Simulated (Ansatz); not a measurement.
CO2

Input

```
crystal:
  lattice:
    - [0.0, 0.0, 9.6179689312]
    - [0.0, -8.8533843546, 4.8089844656]
    - [8.8533843546, 0.0, 4.8089844656]
  atoms:
    - { symbol: C, position: [0.5, 0.25, 0.25] }
    - { symbol: C, position: [0.0, 0.25, 0.25] }
    - { symbol: C, position: [0.25, 0.75, 0.25] }
    - { symbol: C, position: [0.75, 0.75, 0.25] }
    - { symbol: C, position: [0.25, 0.25, 0.75] }
    - { symbol: C, position: [0.75, 0.25, 0.75] }
    - { symbol: C, position: [0.5, 0.75, 0.75] }
    - { symbol: C, position: [0.0, 0.75, 0.75] }
    - { symbol: C, position: [0.25, 0.5, 0.0] }
    - { symbol: C, position: [0.75, 0.5, 0.0] }
    - { symbol: C, position: [0.0, 0.0, 0.0] }
    - { symbol: C, position: [0.5, 0.0, 0.0] }
    - { symbol: C, position: [0.0, 0.5, 0.5] }
    - { symbol: C, position: [0.5, 0.5, 0.5] }
    - { symbol: C, position: [0.25, 0.0, 0.5] }
    - { symbol: C, position: [0.75, 0.0, 0.5] }
    - { symbol: O, position: [0.5933737581, 0.1566262419, 0.1566262419] }
    - { symbol: O, position: [0.0933737581, 0.1566262419, 0.1566262419] }
    - { symbol: O, position: [0.3433737581, 0.6566262419, 0.1566262419] }
    - { symbol: O, position: [0.8433737581, 0.6566262419, 0.1566262419] }
    - { symbol: O, position: [0.3433737581, 0.1566262419, 0.6566262419] }
    - { symbol: O, position: [0.8433737581, 0.1566262419, 0.6566262419] }
    - { symbol: O, position: [0.5933737581, 0.6566262419, 0.6566262419] }
    - { symbol: O, position: [0.0933737581, 0.6566262419, 0.6566262419] }
    - { symbol: O, position: [0.4066262419, 0.3433737581, 0.3433737581] }
    - { symbol: O, position: [0.9066262419, 0.3433737581, 0.3433737581] }
    - { symbol: O, position: [0.1566262419, 0.8433737581, 0.3433737581] }
    - { symbol: O, position: [0.6566262419, 0.8433737581, 0.3433737581] }
    - { symbol: O, position: [0.1566262419, 0.3433737581, 0.8433737581] }
    - { symbol: O, position: [0.6566262419, 0.3433737581, 0.8433737581] }
    - { symbol: O, position: [0.4066262419, 0.8433737581, 0.8433737581] }
    - { symbol: O, position: [0.9066262419, 0.8433737581, 0.8433737581] }
    - { symbol: O, position: [0.25, 0.4066262419, 0.0933737581] }
    - { symbol: O, position: [0.75, 0.4066262419, 0.0933737581] }
    - { symbol: O, position: [0.0, 0.9066262419, 0.0933737581] }
    - { symbol: O, position: [0.5, 0.9066262419, 0.0933737581] }
    - { symbol: O, position: [0.0, 0.4066262419, 0.5933737581] }
    - { symbol: O, position: [0.5, 0.4066262419, 0.5933737581] }
    - { symbol: O, position: [0.25, 0.9066262419, 0.5933737581] }
    - { symbol: O, position: [0.75, 0.9066262419, 0.5933737581] }
    - { symbol: O, position: [0.25, 0.0933737581, 0.4066262419] }
    - { symbol: O, position: [0.75, 0.0933737581, 0.4066262419] }
    - { symbol: O, position: [0.0, 0.5933737581, 0.4066262419] }
    - { symbol: O, position: [0.5, 0.5933737581, 0.4066262419] }
    - { symbol: O, position: [0.0, 0.0933737581, 0.9066262419] }
    - { symbol: O, position: [0.5, 0.0933737581, 0.9066262419] }
    - { symbol: O, position: [0.25, 0.5933737581, 0.9066262419] }
    - { symbol: O, position: [0.75, 0.5933737581, 0.9066262419] }
basis:
  ecutwfc: 420
  xc_grid: 2
kpoints:
  mp_grid: { grid: [2, 2, 2], shift: [0.0, 0.0, 0.0] }
hamiltonian:
  xc: pbe
  dispersion: d3bj
scf:
  occupations: { method: gaussian, width: 0.01 }
output:
  forces: true
  stress: true
  eigenvalues: true
  write_density: true
  write_potential: true
  elf: true
  volumetric_format: npy
```

Run with:

```sh
ansatz run input.yaml --threads 4 --pin off --max-ram 6144MiB --backend cpu --events-out ev --progress --plain --runs-dir out
```

Space group P4₂/mnm; a structure from a database of computed crystals, not necessarily the ambient phase.

These are results of Ansatz, DFT PBE+D3(BJ), scalar-relativistic, plane waves, PAW, not measurements.

### What can the converged valence pseudo-density and electron localisation function tell about the bonding?

C–O (1.17 Å): the density is about 3.6 e/Å³ at the midpoint; the ELF peaks at about 0.80 between the atoms (inside overlapping PAW spheres, so only a guide): a multiple bond.

### Does the calculation give a band gap?

It is gapped, with a Kohn–Sham gap of 6.5 eV on the k-point mesh (the band edges may lie off the mesh, which would make the gap smaller).

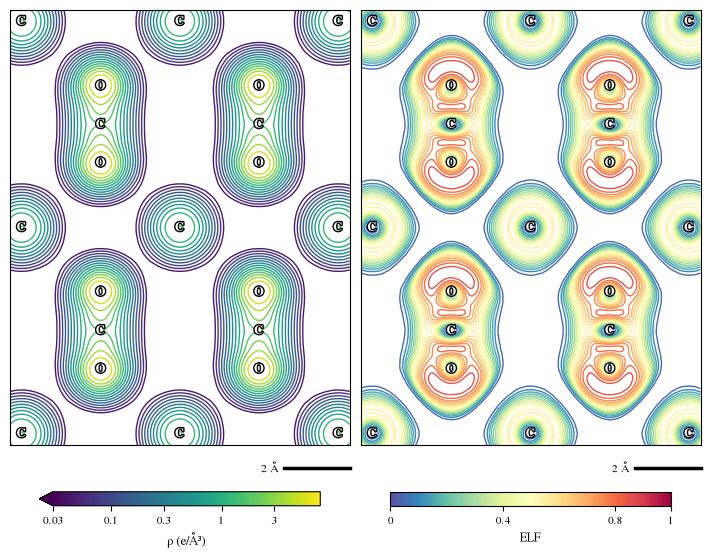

Computed valence pseudo-density and electron localisation function on the (011) plane of the calculation cell, in this order. 

Core electrons are frozen (PAW), and the valence fields are smoothed inside the atomic spheres.
